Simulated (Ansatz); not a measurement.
# Which site? a vacancy of Ga in random wurtzite alloy of AlN and GaN (72 atoms): runs compared

Aim: make a vacancy of Ga at several sites of random wurtzite alloy of AlN and GaN (72 atoms), relax each, and compare their energies.

Computed with Ansatz 0.2.0: Kohn-Sham DFT, PBE, PAW (set soft_2), plane waves.

**1. The cell as built**

The cell holds 72 atoms: 22 Ga, 36 N and 14 Al. Cell: a = 9.477 Å, b = 9.477 Å, c = 10.212 Å, α = 90.0°, β = 90.0°, γ = 120.0°. It derives from AlN and GaN. Wurtzite AlN, 3 x 3 x 2 conventional cells, 22 of 36 Al sites given to Ga at random (x = 0.611), lattice by Vegard's rule (a = 3.159 Å, c = 5.106 Å); not relaxed, displaced by a Gaussian of 0.02 Å.

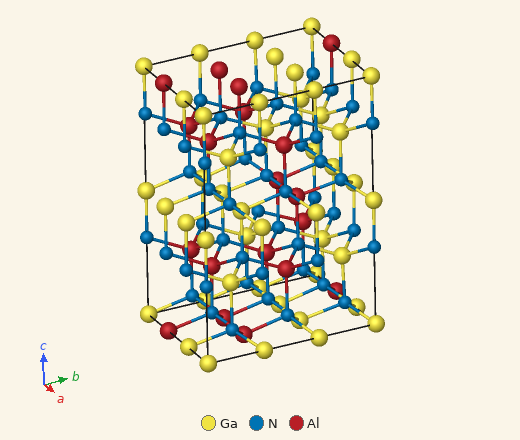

The cell as built. Bonds to atoms that aren't drawn are left out. Some periodic images of atoms are drawn too.

Limits known from the start: Only the Γ point is sampled, in a cell whose shortest periodic width is 8 Å.

**2. The reference run**

The reference is a single point at the end of the relaxation.

Every defect cell starts from the geometry of this run and is relaxed in the fixed cell.

Its input, with most atom lines left out:

```yaml
crystal:
  lattice:
    - [9.4773, 0.0, 0.0]
    - [-4.73865, 8.20758, 0.0]
    - [0.0, 0.0, 10.2122]
  atoms:
    - { symbol: Ga, position: [0.00255, 0.00197, 0.00068] }
    - { symbol: "N", position: [0.11717, 0.22626, 0.06396] }
    - { symbol: Al, position: [0.11339, 0.22315, 0.24943] }
    - { symbol: "N", position: [0.00647, 0.00399, 0.30626] }
    - { symbol: Ga, position: [0.001, 0.0016, 0.49835] }
    - { symbol: "N", position: [0.11264, 0.22313, 0.56655] }
    - { symbol: Al, position: [0.11387, 0.22451, 0.75208] }
    [... atom lines 8 to 72 left out ...]
kpoints:
  mp_grid: { grid: [1, 1, 1] }
hamiltonian:
  xc: pbe
scf:
  occupations: { method: fermi_dirac, width: 0.025 }
output:
  forces: true
  stress: true
  populations: true
  dos:
    method: { smearing: { sigma: 0.15 } }
    de: 0.1
    projected: { site_lists: { Al: [Al], Ga: [Ga], "N": ["N"] } }
  eigenvalues: true
  write_density: true
  write_potential: true
  volumetric_format: npy
  elf: true
```

```
free energy per atom   : -1453.1738 eV/atom
r.m.s. force component : 0.01294 eV/Å
pressure               : 5.035 GPa
```

Filled and empty levels are parted by 2.70 eV at Γ alone; the mesh holds the band edges only if they fold onto it, so the gap at this level can be narrower or closed, while semilocal functionals tend to narrow gaps against experiment.

**3. The runs**

Each row is one run, on 4 threads of Arm Neoverse V1, shared host. The free energy is the program's total, comparable only between runs with the same functional, potentials and atoms.

| run | atoms | outcome | ionic steps, all passes | free energy (eV) | time | host memory (GiB) |
| --- | --- | --- | --- | --- | --- | --- |
| Single point at the start | 72 | converged | - | -104626.743 | 8.5 s | 1.1 |
| Relaxation | 72 | converged | 4 | -104628.514 | 25 s | 1.1 |
| Single point at the relaxed geometry | 72 | converged | - | -104628.514 | 14 s | 1.1 |
| Vacancy of Ga, site Ga9 | 71 | converged | 4 | -100839.079 | 83 s | 1.6 |
| Vacancy of Ga, site Ga21 | 71 | converged | 4 | -100839.100 | 87 s | 1.6 |
| Vacancy of Ga, site Ga41 | 71 | converged | 4 | -100839.079 | 87 s | 1.6 |

The surroundings of site Ga21, the cheapest one, after relaxation: 10 atoms, nearest first, with positions taken from that point. Atoms keep their numbers of the cell before the removal, where the removed atom was number 21.

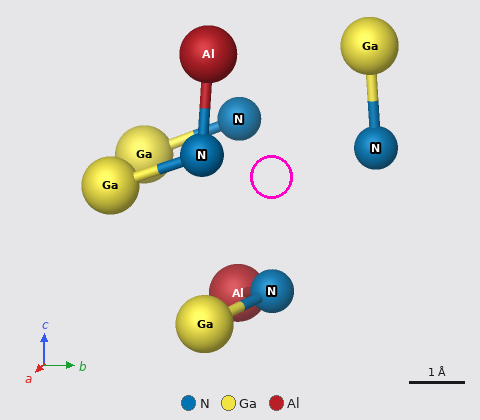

The atoms of the table, within 3.1 Å (arrows a, b, c point along x, y, z); some may hide others. A ring marks the centre wherever it is empty.

| atom | x | y | z | distance (Å) | bonds | moment (μB) |
| --- | --- | --- | --- | --- | --- | --- |
| N22 | 0.01 | 1.96 | 0.66 | 2.07 | 3 | 0.47 |
| N62 | -1.76 | -0.97 | 0.71 | 2.13 | 3 | 0.42 |
| N14 | 1.77 | -0.96 | 0.70 | 2.14 | 3 | 0.41 |
| N20 | -0.04 | 0.04 | -2.15 | 2.15 | 3 | 0.42 |
| Ga11 | 1.59 | -0.90 | -2.51 | 3.11 | 4 | 0.00 |
| Ga61 | -1.57 | -2.71 | -0.02 | 3.13 | 4 | 0.00 |
| Al59 | -1.60 | -0.91 | -2.53 | 3.13 | 4 | 0.00 |
| Ga13 | 1.58 | -2.71 | 0.00 | 3.14 | 4 | 0.00 |
| Ga23 | 0.02 | 1.81 | 2.57 | 3.14 | 4 | 0.00 |
| Al15 | 1.58 | -0.91 | 2.56 | 3.14 | 4 | 0.00 |

The column of bonds counts only the pairs N-Ga within 2.38 Å, N-Al within 2.33 Å; other neighbours, such as metal atoms beside each other in a compound, aren't counted, and periodic images can show an atom twice.

**4. The sites compared**

All these cells hold the same atoms, so their energies can be compared with no chemical potential.

| site | neighbours | mean distance (Å) | atoms within 6 Å | energy over the best site (eV) | before relaxation (eV) | gain on relaxing (eV) | moment (μB) |
| --- | --- | --- | --- | --- | --- | --- | --- |
| Ga21 | N4 | 1.95 | 80 | 0.00 | 0.02 | 0.51 | 3.0 |
| Ga41 | N4 | 1.95 | 82 | 0.02 | 0.00 | 0.47 | 3.0 |
| Ga9 | N4 | 1.95 | 81 | 0.02 | 0.02 | 0.48 | 3.0 |

Neighbours are those of the relaxed host within 2.38 Å (N-Ga); other pairs aren't counted.

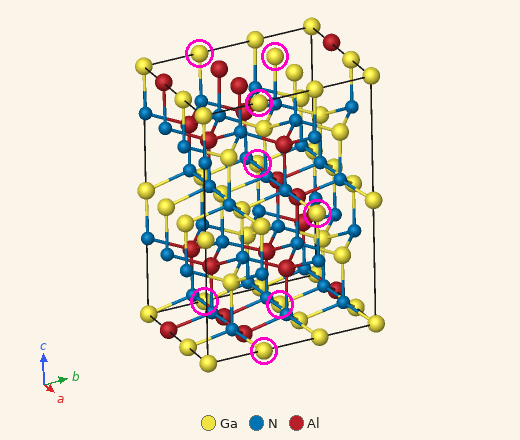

The relaxed cell with the tried sites ringed. Bonds to atoms that aren't drawn are left out. Some periodic images of atoms are drawn too.

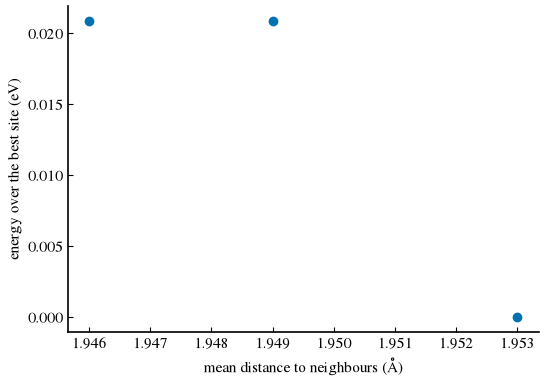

Site energy against the site's surroundings.

**5. Outcome**

The cheapest site is Ga21 (4 neighbours, N4); the dearest, Ga9 (4 neighbours, N4), costs 0.021 eV more, a spread under the thermal energy at room temperature. Relaxation changes the order: the best site before relaxing was Ga41.

Caveats: Defects are neutral and interact with their images. The reference ran with fermi-dirac smearing of 0.025 eV, but 3 of the 3 defect cells with fermi-dirac smearing of 0.025 eV, spin polarised. In the spin-polarised runs the search for a state of lower energy was switched off. Only 3 of the 22 Ga sites were tried; unless symmetry makes the others alike to these, a cheaper one may exist. A local or semilocal functional tends to spread out the unpaired spin of such defects. The host structure and its lattice constant were typed by rule, without a check against the phase diagram. The pressure of 5.0 GPa means that a free cell would grow at this level.

The DFT runs together took 5.1 min of wall time.

[Logs are printed without paths, hosts, clocks, repeated set-up lines and the standing remarks that a program may print on its own settings, such as how far it seeks lower states.]

[Hosts, paths, dates, database ids (printed as entryN), source tags and the programs' standing remarks are cut or masked in the printed files.]
